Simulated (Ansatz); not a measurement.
## Zn18O17: nudged elastic band (part 4 of 4)

The same run, continued: Zn18O17 (defect cell, 35 atoms in the cell); DFT PBE, scalar-relativistic, plane waves, PAW, no spin polarisation (Ansatz 0.2.0); cutoff 420 eV, 2×2×2 k-mesh, Gaussian smearing of 0.02 eV. The structure derives from an entry of the Crystallography Open Database.

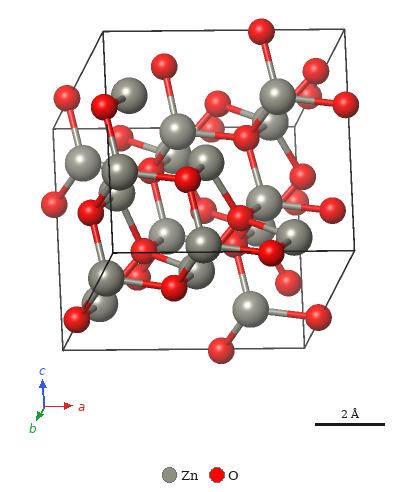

The input geometry (ball-and-stick view of the cell of the calculation, seen at an oblique angle).

**The last band as extended XYZ, continued**
```
35
Lattice="0.0000 5.6802 -5.2933 4.9192 -2.8401 -5.2933 -4.9192 -2.8401 -5.2933" Properties=species:S:1:pos:R:3:forces:R:3 image=2 energy=-69392.81522
Zn   -1.7658   -0.8740   -2.6351   -0.0518   0.0299  -0.0183
Zn    1.6044   -0.8864   -8.0261    0.0059   0.0151  -0.0065
Zn    1.7108   -0.8060   -2.6167   -0.3513  -0.1850  -0.1909
Zn   -0.0864    1.7615   -7.9100   -0.0155   0.3967  -0.1909
Zn   -0.0353    1.9228   -2.6140   -0.0085  -0.0143  -0.0505
Zn   -0.0699   -3.7863   -8.0261   -0.0101  -0.0126  -0.0065
Zn    3.2541    1.9081   -7.9443   -0.0198   0.0114  -0.0159
Zn   -1.7383   -0.8898   -7.6350    0.0304  -0.0176   0.0091
Zn   -3.3226    1.9092   -7.9073    0.0082   0.0145  -0.0505
Zn    0.0220    3.7741   -5.2950   -0.0155   0.0089  -0.0234
Zn    3.3663   -1.8946   -5.3386   -0.0594  -0.0145   0.0164
Zn   -1.6297    0.9282  -10.5764   -0.0214   0.0199  -0.0009
Zn    1.6608    0.9472   -5.2832   -0.0279   0.0085  -0.0009
Zn   -3.0250   -1.7917   -5.2995   -0.1302   0.0229  -0.1382
Zn    1.6842    0.8721  -10.6319   -0.0171   0.0587   0.0164
Zn   -0.0006   -1.8931  -10.5396   -0.0260   0.0150  -0.0034
Zn    0.1858   -2.0007   -5.5579   -0.1986   0.1147   0.0425
Zn   -1.6006    0.6755   -5.2995   -0.0850   0.1013  -0.1382
O    -0.5406    4.0989   -9.1888    1.1741  -0.6779   1.1282
O     3.2354   -1.8057   -8.6024   -0.0006  -0.0500  -0.1169
O    -1.7404    0.9528  -13.9198    0.0121   0.0161   0.0017
O     1.5841    1.0308   -8.6265   -0.0079  -0.0185   0.0017
O    -3.2986   -1.8265   -8.5833    0.0399   0.0284   0.0311
O     1.5417    0.9410  -13.8957    0.0430   0.0255  -0.1169
O    -0.0334   -1.8741  -13.8851   -0.0045   0.0026  -0.0028
O    -0.1047   -1.8330   -8.5030    0.0048  -0.0028  -0.0071
O    -1.7073    0.9298   -8.5833   -0.0046  -0.0488   0.0311
O     3.2996    1.8818  -11.2555   -0.0209   0.0121   0.0212
O     1.7439   -0.9188   -6.0189   -0.0515  -0.0016  -0.0227
O    -3.2601    1.9253  -11.2342   -0.0109   0.0232  -0.0481
O    -0.0179    1.8607   -5.9409   -0.0255  -0.0022  -0.0481
O     0.0905   -3.7878  -11.1919   -0.0662   0.0176  -0.0402
O     0.0279    1.7892  -11.3122   -0.0244   0.0454  -0.0227
O    -1.6271   -0.9540  -11.2434   -0.0153   0.0088   0.0013
O     1.6859   -1.0246  -11.1919   -0.0483   0.0485  -0.0402
35
Lattice="0.0000 5.6802 -5.2933 4.9192 -2.8401 -5.2933 -4.9192 -2.8401 -5.2933" Properties=species:S:1:pos:R:3:forces:R:3 image=3 energy=-69392.27471
Zn   -1.7624   -0.8759   -2.6356   -0.0011   0.0007   0.0119
Zn    1.5963   -0.8863   -8.0372   -0.0025   0.0001   0.0001
Zn    1.8093   -0.7463   -2.5704    0.0026   0.0054   0.0004
Zn   -0.0888    1.6464   -7.8637   -0.0034  -0.0050   0.0004
Zn   -0.0421    1.9317   -2.6121    0.0021  -0.0002  -0.0018
Zn   -0.0740   -3.7794   -8.0372   -0.0014   0.0021   0.0001
Zn    3.2526    1.9089   -7.9533    0.0015  -0.0009  -0.0006
Zn   -1.7554   -0.8800   -7.6502   -0.0011   0.0006   0.0046
Zn   -3.3337    1.9107   -7.9053    0.0012  -0.0017  -0.0018
Zn    0.0172    3.7769   -5.3006   -0.0027   0.0016   0.0019
Zn    3.3762   -1.8880   -5.3556    0.0000  -0.0021  -0.0001
Zn   -1.6313    0.9266  -10.5881   -0.0003  -0.0022   0.0026
Zn    1.6614    0.9495   -5.2949    0.0017   0.0013   0.0026
Zn   -2.9938   -1.7950   -5.2697    0.0025   0.0005  -0.0041
Zn    1.6834    0.8603  -10.6489    0.0018   0.0010  -0.0001
Zn   -0.0004   -1.8932  -10.5522   -0.0002   0.0001   0.0002
Zn    0.2344   -2.0288   -5.5795    0.0071  -0.0041  -0.0086
Zn   -1.5821    0.6501   -5.2697    0.0009  -0.0024  -0.0041
O    -0.8930    4.3024   -9.5543   -0.0096   0.0056   0.0044
O     3.2268   -1.7820   -8.5794    0.0035   0.0007   0.0021
O    -1.7518    0.9521  -13.9342   -0.0018  -0.0014  -0.0036
O     1.5790    1.0411   -8.6409    0.0003   0.0022  -0.0036
O    -3.3184   -1.8295   -8.6061   -0.0034  -0.0017  -0.0029
O     1.5169    0.9366  -13.8726    0.0012  -0.0034   0.0021
O    -0.0403   -1.8701  -13.8967   -0.0003   0.0002  -0.0032
O    -0.1139   -1.8277   -8.5146    0.0018  -0.0010  -0.0015
O    -1.7145    0.9485   -8.6061   -0.0002   0.0038  -0.0029
O     3.2983    1.8825  -11.2729    0.0012  -0.0007  -0.0028
O     1.7519   -0.9155   -6.0234    0.0006  -0.0055   0.0029
O    -3.2642    1.9226  -11.2319   -0.0035  -0.0010   0.0007
O    -0.0177    1.8656   -5.9386   -0.0009   0.0036   0.0007
O     0.1030   -3.7886  -11.1928   -0.0020  -0.0019  -0.0001
O     0.0290    1.7807  -11.3167    0.0051   0.0022   0.0029
O    -1.6307   -0.9519  -11.2561   -0.0014   0.0008   0.0011
O     1.6928   -1.0350  -11.1928    0.0006   0.0027  -0.0001
35
Lattice="0.0000 5.6802 -5.2933 4.9192 -2.8401 -5.2933 -4.9192 -2.8401 -5.2933" Properties=species:S:1:pos:R:3:forces:R:3 image=4 energy=-69392.66168
Zn   -1.6867   -0.9196   -2.7139    0.1386  -0.0800  -0.1036
Zn    1.6015   -0.8739   -8.0082    0.0206   0.0142   0.0698
Zn    1.6569   -0.8871   -2.6151   -0.2366  -0.2432  -0.0566
Zn   -0.0430    1.8487   -7.9084    0.0923   0.3265  -0.0566
Zn   -0.0362    1.9393   -2.6130    0.0231   0.0074   0.0210
Zn   -0.0822   -3.7901   -8.0082   -0.0020  -0.0249   0.0698
Zn    3.2436    1.9141   -7.9668   -0.0016   0.0009  -0.0038
Zn   -1.7264   -0.8967   -7.9110    0.0666  -0.0385  -0.4168
Zn   -3.3373    1.9019   -7.9062    0.0052  -0.0237   0.0210
Zn    0.0140    3.7787   -5.3276    0.0017  -0.0010  -0.0192
Zn    3.3749   -1.9040   -5.3611    0.0080  -0.0362   0.0124
Zn   -1.6365    0.9348  -10.5912    0.0078   0.0037   0.0195
Zn    1.6517    0.9499   -5.2979    0.0007  -0.0086   0.0195
Zn   -3.1089   -1.8685   -5.2234   -0.1885  -0.1336   0.0993
Zn    1.6966    0.8694  -10.6544    0.0353   0.0112   0.0124
Zn   -0.0020   -1.8923  -10.5626    0.0108  -0.0062   0.0050
Zn    0.2711   -2.0499   -5.4586    0.0860  -0.0496   0.2231
Zn   -1.5761    0.7865   -5.2234    0.0215   0.2301   0.0993
O    -1.2381    4.5016  -10.0143   -0.5872   0.3390  -0.7469
O     3.2381   -1.7915   -8.5214    0.0325  -0.0256   0.1158
O    -1.7261    0.9585  -13.9387    0.0550   0.0048   0.0115
O     1.5864    1.0156   -8.6454    0.0233  -0.0500   0.0115
O    -3.3134   -1.8634   -8.5702    0.0207  -0.0670   0.0754
O     1.5308    0.9316  -13.8146    0.0384  -0.0154   0.1158
O    -0.0372   -1.8720  -13.9036    0.0184  -0.0106   0.0063
O    -0.0945   -1.8389   -8.5068    0.0446  -0.0257   0.0304
O    -1.6827    0.9611   -8.5702    0.0684   0.0155   0.0754
O     3.3023    1.8802  -11.3047    0.0230  -0.0133  -0.0324
O     1.7413   -0.9198   -5.9932   -0.0014  -0.0208   0.0724
O    -3.2501    1.9275  -11.2233    0.0356   0.0002   0.0352
O    -0.0148    1.8509   -5.9300    0.0176  -0.0309   0.0352
O     0.1271   -3.7859  -11.1886    0.0545  -0.0062   0.0315
O     0.0275    1.7920  -11.2865    0.0173   0.0116   0.0724
O    -1.6277   -0.9536  -11.2445    0.0173  -0.0100   0.0438
O     1.7025   -1.0572  -11.1886    0.0326  -0.0441   0.0315
35
Lattice="0.0000 5.6802 -5.2933 4.9192 -2.8401 -5.2933 -4.9192 -2.8401 -5.2933" Properties=species:S:1:pos:R:3:forces:R:3 image=5 energy=-69393.76672
Zn   -1.6035   -0.9676   -2.7558    0.1622  -0.0937  -0.0464
Zn    1.6067   -0.8916   -7.9701    0.0216  -0.0385   0.0922
Zn    1.5121   -1.0085   -2.6805   -0.2431  -0.2261  -0.0974
Zn   -0.0103    2.0348   -7.9738    0.0743   0.3236  -0.0974
Zn   -0.0210    1.9277   -2.6204    0.0428  -0.0259   0.0104
Zn   -0.0643   -3.7858   -7.9701    0.0442   0.0005   0.0922
Zn    3.2395    1.9165   -7.9678    0.0084  -0.0049   0.0193
Zn   -1.6864   -0.9197   -7.9524    0.0908  -0.0524  -0.0404
Zn   -3.3197    1.8944   -7.9136    0.0438  -0.0241   0.0104
Zn    0.0081    3.7821   -5.3287    0.0002  -0.0001   0.0242
Zn    3.3464   -1.9109   -5.3501   -0.0380  -0.0206   0.0443
Zn   -1.6387    0.9448  -10.5867    0.0124   0.0091   0.0333
Zn    1.6419    0.9467   -5.2934   -0.0017  -0.0153   0.0333
Zn   -3.2106   -1.9173   -5.2423   -0.1718  -0.0963  -0.0077
Zn    1.6883    0.8975  -10.6433   -0.0012   0.0432   0.0443
Zn   -0.0046   -1.8907  -10.5654    0.0108  -0.0062   0.0200
Zn    0.2199   -2.0204   -5.2402   -0.0777   0.0449   0.4252
Zn   -1.5846    0.8990   -5.2423   -0.0025   0.1970  -0.0077
O    -1.4525    4.6254  -10.6125   -0.3810   0.2200  -1.0719
O     3.2602   -1.8477   -8.5171    0.0527  -0.1108   0.0270
O    -1.7001    0.9655  -13.9195    0.0622   0.0060   0.0576
O     1.5933    0.9896   -8.6263    0.0259  -0.0569   0.0576
O    -3.2981   -1.8916   -8.5467    0.0420  -0.0609   0.0598
O     1.5905    0.9406  -13.8104    0.1223   0.0098   0.0270
O    -0.0300   -1.8761  -13.8969    0.0260  -0.0150   0.0346
O    -0.0613   -1.8580   -8.5286    0.0748  -0.0432  -0.0227
O    -1.6506    0.9619   -8.5467    0.0737  -0.0060   0.0598
O     3.3013    1.8808  -11.2994    0.0149  -0.0086   0.0313
O     1.7052   -0.9353   -5.9578   -0.0526  -0.0354   0.0841
O    -3.2626    1.8986  -11.2437   -0.0071  -0.0598  -0.0163
O     0.0039    1.8762   -5.9504    0.0482   0.0361  -0.0163
O     0.0867   -3.7818  -11.1979   -0.0575  -0.0014   0.0078
O     0.0228    1.8310  -11.2510    0.0044   0.0633   0.0841
O    -1.6336   -0.9503  -11.2369    0.0030  -0.0017   0.0365
O     1.6788   -1.0243  -11.1979   -0.0275   0.0505   0.0078
35
Lattice="0.0000 5.6802 -5.2933 4.9192 -2.8401 -5.2933 -4.9192 -2.8401 -5.2933" Properties=species:S:1:pos:R:3:forces:R:3 image=6 energy=-69394.55617
Zn   -1.5027   -1.0259   -2.7158   -0.0031   0.0018  -0.0005
Zn    1.6293   -0.9527   -7.9198   -0.0005  -0.0003   0.0029
Zn    1.5027   -1.0259   -2.7158    0.0031   0.0018  -0.0005
Zn    0.0000    2.0517   -8.0091    0.0000  -0.0036  -0.0005
Zn    0.0000    1.8831   -2.6449    0.0000   0.0000   0.0007
Zn    0.0000   -3.7748   -7.9198    0.0000   0.0006   0.0029
Zn    3.2705    1.8986   -7.9382    0.0000   0.0000   0.0007
Zn   -1.6293   -0.9527   -7.9198    0.0005  -0.0003   0.0029
Zn   -3.2705    1.8986   -7.9382    0.0000   0.0000   0.0007
Zn    0.0000    3.7868   -5.2916    0.0000   0.0000   0.0036
Zn    3.2757   -1.9052   -5.3023    0.0000   0.0011   0.0000
Zn   -1.6480    0.9559  -10.5956    0.0009  -0.0005   0.0000
Zn    1.6277    0.9493   -5.3023    0.0009  -0.0006   0.0000
Zn   -3.2757   -1.9052   -5.3023    0.0000   0.0011   0.0000
Zn    1.6480    0.9559  -10.5956   -0.0009  -0.0005   0.0000
Zn    0.0000   -1.8934  -10.5836    0.0000   0.0000   0.0004
Zn    0.0000   -1.8934   -5.0888    0.0000   0.0000   0.0089
Zn   -1.6277    0.9493   -5.3023   -0.0009  -0.0006   0.0000
O    -1.6076    4.7150  -11.1927   -0.0019   0.0011  -0.0051
O     3.2835   -1.9238   -8.5759    0.0013  -0.0001   0.0006
O    -1.6681    0.9584  -13.8691   -0.0007  -0.0011   0.0006
O     1.6154    0.9654   -8.5759    0.0006   0.0012   0.0006
O    -3.2835   -1.9238   -8.5759   -0.0013  -0.0001   0.0006
O     1.6681    0.9584  -13.8691    0.0007  -0.0011   0.0006
O     0.0000   -1.8934  -13.8731    0.0000   0.0000  -0.0036
O     0.0000   -1.8934   -8.5821    0.0000   0.0000  -0.0006
O    -1.6154    0.9654   -8.5759   -0.0006   0.0012   0.0006
O     3.2936    1.8852  -11.2773    0.0017  -0.0010  -0.0029
O     1.6076   -0.9652   -5.8994    0.0019   0.0011  -0.0051
O    -3.2936    1.8852  -11.2773   -0.0017  -0.0010  -0.0029
O     0.0000    1.9098   -5.9840    0.0000   0.0020  -0.0029
O     0.0000   -3.7901  -11.2237    0.0000  -0.0008   0.0009
O     0.0000    1.9305  -11.1927    0.0000  -0.0022  -0.0051
O    -1.6426   -0.9450  -11.2237   -0.0007   0.0004   0.0009
O     1.6426   -0.9450  -11.2237    0.0007   0.0004   0.0009
```

**Key numbers**

- outcome: converged
- barrier, forward: 2.280 eV
- barrier, backward: 2.281 eV
- electrons treated: 318
- hardware: 4 threads of Arm Neoverse V1, 112 GiB of memory available, shared host
- wall time: 44 min (CPU time 1.9 h)
- peak memory: 3.4 GiB

**Remarks**

The order of the saddle point was not checked.
